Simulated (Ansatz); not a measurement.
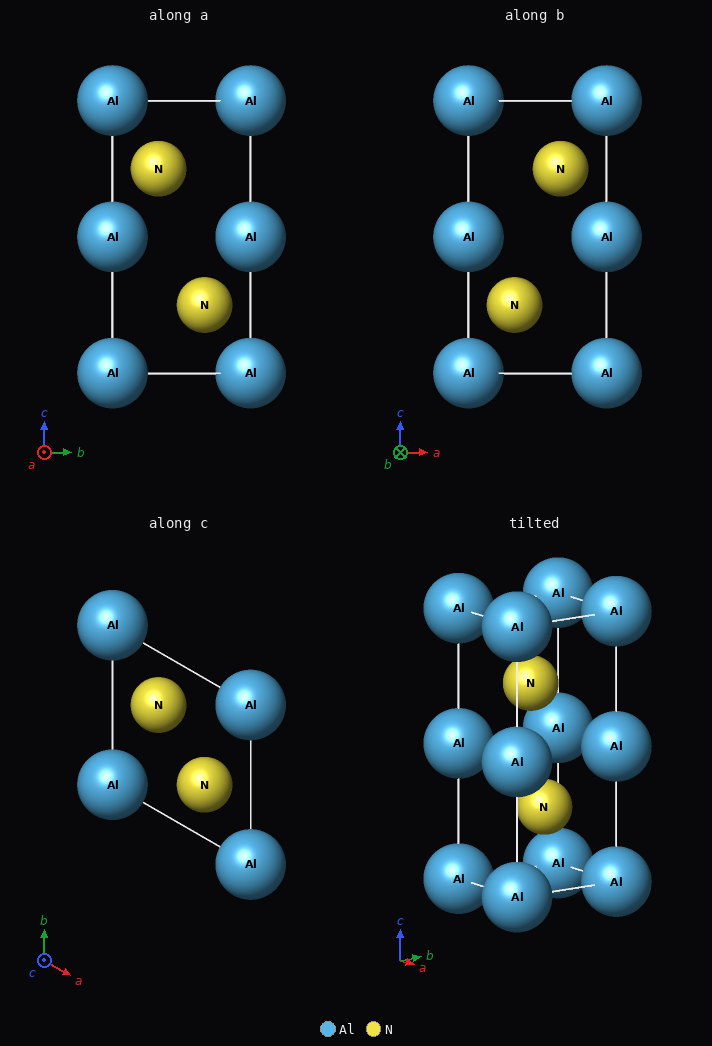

View along the a axis, along the b axis, along the c axis and slightly off an axis, drawn as a spheres-only model. Lines trace the edges of the conventional unit cell.

Lattice parameters: a = 2.7351 Å, b = 2.7351 Å, c = 4.6739 Å, α = 90.000°, β = 90.000°, γ = 120.000°.

### Reconstruct the structure as a CIF with its space group and independent sites.

```cif
data_structure
_symmetry_space_group_name_H-M 'P 63/m m c'
_symmetry_Int_Tables_number 194
_cell_length_a 2.7351
_cell_length_b 2.7351
_cell_length_c 4.6739
_cell_angle_alpha 90.000
_cell_angle_beta 90.000
_cell_angle_gamma 120.000
_cell_volume 30.28
loop_
_atom_site_label
_atom_site_type_symbol
_atom_site_symmetry_multiplicity
_atom_site_Wyckoff_symbol
_atom_site_fract_x
_atom_site_fract_y
_atom_site_fract_z
_atom_site_occupancy
Al1 Al 2 a 0.0000 0.0000 0.0000 1
N1 N 2 c 0.3333 0.6667 0.2500 1
```

The structure comes from a structure type filled with these elements by a generator (whether the compound takes this form wasn't checked). Earlier steps of the study may have refined or changed the cell and positions. A calculation with Ansatz used it as input.
